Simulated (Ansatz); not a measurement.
## From Zr$_{2}$C to Ti$_{2}$C

System: Zr$_{2}$C (R-3m, 3 atoms in the cell).
Method of the first run: DFT r2SCAN, scalar-relativistic, plane waves, PAW, no spin polarisation (Ansatz 0.2.0).
System of the second run: Ti$_{2}$C (R-3m, 3 atoms in the cell).

On the first run: The structure was made by swapping elements on the sites of another compound; it need not be a known phase. On the second run: The structure derives from a Materials Project entry. Text and figures count atoms from 1; the logs count them from 0 in places.

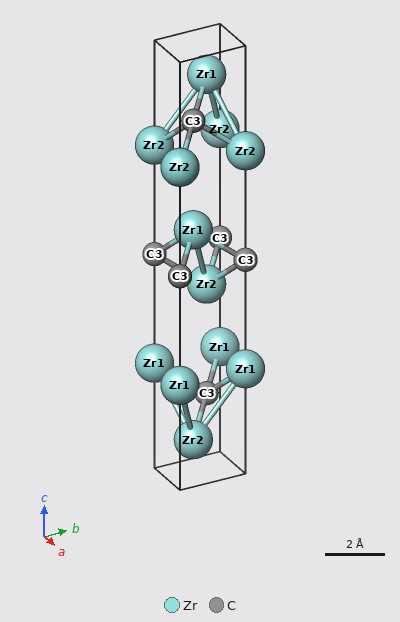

**Figure 1.** The structure as given in the input (ball-and-stick view of the cell 3 times as large as that of the calculation, set on its symmetry axes, seen slightly off an axis; atoms are numbered from 1 in the order of the input). An atom can appear more than once, as a periodic image.

The input, the first run:
```yaml
crystal:
  lattice:
    - [1.616912054, 0.9335246096, 5.0649790729]
    - [-1.616912054, 0.9335246096, 5.0649790729]
    - [0.0, -1.8670492193, 5.0649790729]
  atoms:
    - { symbol: Zr, position: [0.2452135242, 0.2452135242, 0.2452135242] }
    - { symbol: Zr, position: [0.7547864758, 0.7547864758, 0.7547864758] }
    - { symbol: C, position: [0.5, 0.5, 0.5] }
basis:
  ecutwfc: 500
kpoints:
  mp_grid: { grid: [6, 6, 6] }
hamiltonian:
  xc: r2scan
scf:
  occupations: { method: gaussian, width: 0.1 }
output:
  forces: true
  stress: true
  eigenvalues: true
```

Launched with:
```bash
ansatz run input.yaml --threads 2 --pin off --max-ram 5120MiB --backend cpu --events-out ev --progress --plain --runs-dir out
```

Hardware: 2 threads of Intel Xeon @ 2.50GHz (Skylake/Cascade Lake), 192 GiB of memory available, shared host.

Output, shortened to warnings, some set-up lines, iterations and results (the first run):
```
Basis set: ecut = 500 eV, 1171 PW (Γ), FFT grids on a1−a3, a2−a3, a3, exchange–correlation on 96×96×160 points (64 copies of the dense FFT grid, shifted against one another)
Symmetry: 12 space group operations
k-points: 32 of 216
Initial density: superposition of atomic densities (neutral atoms: chi_scale 0, normalization atom), corrected by the library's trained network
[...]
SCF iter   1: F=—  HF=-8643.357216 eV  |F-HF|=—  |Δ(HF+E_count)|=         —  Δρ=9.80e-3  dr2=4.78e-2  dr2_τ=1.83e-1  ethr=1.77e-3  ⟨swp⟩=5.1  Hψ=2727  notcnv=0
SCF iter   2: F=—  HF=-8643.452815 eV  |F-HF|=—  |Δ(HF+E_count)|=   9.56e-2  Δρ=6.24e-3  dr2=1.90e-2  dr2_τ=5.47e-4  ethr=1.71e-4  ⟨swp⟩=2.3  Hψ=1326  notcnv=0  defer=3
SCF iter   3: F=—  HF=-8643.453782 eV  |F-HF|=—  |Δ(HF+E_count)|=   9.67e-4  Δρ=2.30e-3  dr2=3.23e-3  dr2_τ=3.04e-4  ethr=6.79e-5  ⟨swp⟩=2.9  Hψ=1094  notcnv=0  defer=3
SCF iter   4: F=—  HF=-8643.453344 eV  |F-HF|=—  |Δ(HF+E_count)|=   4.39e-4  Δρ=7.77e-4  dr2=3.46e-4  dr2_τ=1.45e-5  ethr=1.15e-5  ⟨swp⟩=2.0  Hψ=717  notcnv=0  defer=3
SCF iter   5: F=—  HF=-8643.453357 eV  |F-HF|=—  |Δ(HF+E_count)|=   1.37e-5  Δρ=2.33e-4  dr2=2.85e-5  dr2_τ=1.02e-6  ethr=1.24e-6  ⟨swp⟩=2.2  Hψ=734  notcnv=0  defer=3
SCF iter   6: F=—  HF=-8643.453361 eV  |F-HF|=—  |Δ(HF+E_count)|=   3.54e-6  Δρ=7.80e-5  dr2=3.55e-6  dr2_τ=1.70e-7  ethr=1.02e-7  ⟨swp⟩=2.8  Hψ=918  notcnv=0  defer=3
SCF iter   7: F=—  HF=-8643.453361 eV  |F-HF|=—  |Δ(HF+E_count)|=   2.73e-7  Δρ=1.68e-5  dr2=1.50e-7  dr2_τ=3.81e-9  ethr=1.27e-8  ⟨swp⟩=2.0  Hψ=744  notcnv=0  defer=3
SCF iter   8: F=-8643.453361 eV  HF=-8643.453361 eV  |F-HF|=1.72e-9  |Δ(HF+E_count)|=   3.16e-8  Δρ=2.62e-6  dr2=4.82e-9  dr2_τ=1.87e-10  ethr=3.57e-10  ⟨swp⟩=5.1  Hψ=2185  …
SCF 1 converged in 8 iterations: F = -8643.453361 eV  dr2 = 4.82e-9
SCF converged after 8 iterations
Free energy (F): -8643.453361 eV
Harris-Foulkes:  -8643.453361 eV  (|F-HF|=1.72e-9)
Internal energy: -8643.444433 eV  (E = F + TS)
E sigma→0 (E₀):  -8643.448897 eV
Entropy (-TS):   -0.008929 eV (-2.976 meV/atom)
Fermi energy:    15.724318 eV
--- Per-component energies (eV) ---
  E_band       = -133.693904
  E_kinetic    = 766.848122
  E_local      = -1271.281653  (includes V_loc(G=0)·N_el)
  E_nonlocal   = 184.344671
  E_hartree    = 410.144030
  E_xc         = -363.775789
  E_vxc        = -494.519850  (∫ρ·V_xc dr)
  E_paw        = -6042.423832  (= ΣΔE_a)
  E_vpaw       = -167.855876  (= ΣTr[D̂ρ^β])
  E_aug_tail   = 0.000022  (compensation charges beyond the density's cutoff)
  E_vtau       = 28.483380  (kinetic-family band-sum trace: ∫τ·v_τ [+ j·A + Jᵃ·Aᵃ] dr)
  E_ewald      = -2326.945747
  E_core_change = -0.354257  (= ΣΔE_core)
  E_smearing   = -0.008929  (= −TS)
  E_closure    = 0.000000  (closes the sum)
  Σ components = -8643.453361   (vs F -8643.453361, Δ=0.00e0)
--- Forces (eV/Å), atoms counted from 1 ---
  atom   1  Zr    -0.00000000    -0.00000000     1.41210778
  atom   2  Zr     0.00000000     0.00000000    -1.41210778
  atom   3  C     -0.00000000    -0.00000000     0.00000000
  max |Σ_I F_I| component: 2.22e-16 eV/Å
--- Stress (GPa, compression-positive) ---
       22.662907       0.000000       0.000000
        0.000000      22.662907      -0.000000
        0.000000      -0.000000      28.709386
  P = ⅓ Tr σ = 24.6784 GPa (246.784 kbar)
```

The input of the second run differs as follows (lines with − go, lines with + come):
```diff
-    - [1.616912054, 0.9335246096, 5.0649790729]
-    - [-1.616912054, 0.9335246096, 5.0649790729]
-    - [0.0, -1.8670492193, 5.0649790729]
+    - [1.540698181, 0.8895225095, 4.8137698526]
+    - [-1.540698181, 0.8895225095, 4.8137698526]
+    - [0.0, -1.779045019, 4.8137698526]
-    - { symbol: Zr, position: [0.2452135242, 0.2452135242, 0.2452135242] }
-    - { symbol: Zr, position: [0.7547864758, 0.7547864758, 0.7547864758] }
+    - { symbol: Ti, position: [0.24549783, 0.24549783, 0.24549783] }
+    - { symbol: Ti, position: [0.75450217, 0.75450217, 0.75450217] }
```

How does the second run compare with the first run?

The total energies belong to different systems, so their difference says nothing on which is more stable or more accurate. The pressure goes from 24.68 to −0.35 GPa. The largest force goes from 1.412 to 0.093 eV/Å. The volume per atom goes from 15.29 to 13.19 Å³. The SCF takes 7 iterations against 8. The plane waves at Γ go from 1171 to 1013.

Output, shortened to warnings, some set-up lines, iterations and results (the second run):
```
Basis set: ecut = 500 eV, 1013 PW (Γ), FFT grids on a1−a3, a2−a3, a3, exchange–correlation on 96×96×160 points (64 copies of the dense FFT grid, shifted against one another)
Symmetry: 12 space group operations
k-points: 32 of 216
Initial density: superposition of atomic densities (neutral atoms: chi_scale 0, normalization atom), corrected by the library's trained network
[...]
SCF iter   1: F=—  HF=-5262.584393 eV  |F-HF|=—  |Δ(HF+E_count)|=         —  Δρ=1.73e-2  dr2=1.41e-1  dr2_τ=1.72e-1  ethr=1.77e-3  ⟨swp⟩=4.2  Hψ=2323  notcnv=0
SCF iter   2: F=—  HF=-5262.625957 eV  |F-HF|=—  |Δ(HF+E_count)|=   4.16e-2  Δρ=5.32e-3  dr2=1.16e-2  dr2_τ=2.08e-3  ethr=5.02e-4  ⟨swp⟩=2.1  Hψ=1168  notcnv=0  defer=2
SCF iter   3: F=—  HF=-5262.626445 eV  |F-HF|=—  |Δ(HF+E_count)|=   4.88e-4  Δρ=2.70e-3  dr2=2.24e-3  dr2_τ=1.55e-4  ethr=4.14e-5  ⟨swp⟩=2.1  Hψ=727  notcnv=0  defer=2
SCF iter   4: F=—  HF=-5262.627159 eV  |F-HF|=—  |Δ(HF+E_count)|=   7.14e-4  Δρ=5.24e-4  dr2=2.03e-4  dr2_τ=1.52e-5  ethr=8.01e-6  ⟨swp⟩=2.1  Hψ=775  notcnv=0  defer=2
SCF iter   5: F=—  HF=-5262.627160 eV  |F-HF|=—  |Δ(HF+E_count)|=   1.06e-6  Δρ=1.47e-4  dr2=9.11e-6  dr2_τ=4.60e-7  ethr=7.24e-7  ⟨swp⟩=2.0  Hψ=759  notcnv=0  defer=2
SCF iter   6: F=—  HF=-5262.627164 eV  |F-HF|=—  |Δ(HF+E_count)|=   4.14e-6  Δρ=4.27e-5  dr2=5.19e-7  dr2_τ=2.16e-8  ethr=3.25e-8  ⟨swp⟩=2.0  Hψ=764  notcnv=0  defer=2
SCF iter   7: F=-5262.627164 eV  HF=-5262.627164 eV  |F-HF|=5.94e-9  |Δ(HF+E_count)|=   5.12e-7  Δρ=1.18e-5  dr2=6.00e-8  dr2_τ=2.39e-9  ethr=3.57e-10  ⟨swp⟩=5.4  Hψ=2338  …
SCF 1 converged in 7 iterations: F = -5262.627164 eV  dr2 = 6.00e-8
SCF converged after 7 iterations
Free energy (F): -5262.627164 eV
Harris-Foulkes:  -5262.627164 eV  (|F-HF|=5.94e-9)
Internal energy: -5262.609450 eV  (E = F + TS)
E sigma→0 (E₀):  -5262.618307 eV
Entropy (-TS):   -0.017714 eV (-5.905 meV/atom)
Fermi energy:    13.411333 eV
--- Per-component energies (eV) ---
  E_band       = -322.684003
  E_kinetic    = 635.458843
  E_local      = -1762.501478  (includes V_loc(G=0)·N_el)
  E_nonlocal   = 38.292868
  E_hartree    = 721.209057
  E_xc         = -235.030209
  E_vxc        = -333.436048  (∫ρ·V_xc dr)
  E_paw        = -2212.866428  (= ΣΔE_a)
  E_vpaw       = -364.618932  (= ΣTr[D̂ρ^β])
  E_aug_tail   = 0.000174  (compensation charges beyond the density's cutoff)
  E_vtau       = 21.708707  (kinetic-family band-sum trace: ∫τ·v_τ [+ j·A + Jᵃ·Aᵃ] dr)
  E_ewald      = -2446.640590
  E_core_change = -0.531688  (= ΣΔE_core)
  E_smearing   = -0.017714  (= −TS)
  E_closure    = 0.000000  (closes the sum)
  Σ components = -5262.627164   (vs F -5262.627164, Δ=0.00e0)
--- Forces (eV/Å), atoms counted from 1 ---
  atom   1  Ti     0.00000000    -0.00000000    -0.09330247
  atom   2  Ti     0.00000000     0.00000000     0.09330247
  atom   3  C      0.00000000     0.00000000     0.00000000
  max |Σ_I F_I| component: 4.16e-17 eV/Å
--- Stress (GPa, compression-positive) ---
       -0.646166       0.000000       0.000000
        0.000000      -0.646166      -0.000000
        0.000000      -0.000000       0.244510
  P = ⅓ Tr σ = -0.3493 GPa (-3.493 kbar)
```

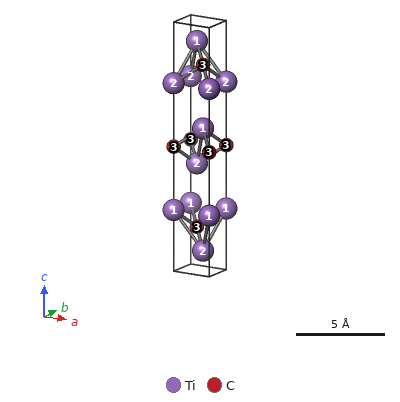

**Figure 2.** The input structure of the second run (ball-and-stick view of the cell 3 times as large as that of the calculation, set on its symmetry axes, seen slightly off an axis; atoms are numbered from 1 in the order of the input). An atom can appear more than once, as a periodic image.

The two runs side by side:

```tsv
quantity	the first run	the second run
outcome	converged	converged
free energy per atom (eV)	−2881.1511	−1754.2091
energy per atom, smearing taken to zero (eV)	−2881.1496	−1754.2061
gap on the mesh (eV)	0.00	0.00
pressure (GPa)	24.68	−0.35
volume per atom (Å³)	15.29	13.19
largest force (eV/Å)	1.412	0.093
SCF iterations	8	7
irreducible k-points	32	32
plane waves at Γ	1171	1013
wall time (shared host)	3.7 s	3.1 s
```

For the first run: The cell is under a pressure of 25 GPa at this level, so it is not at its equilibrium volume.
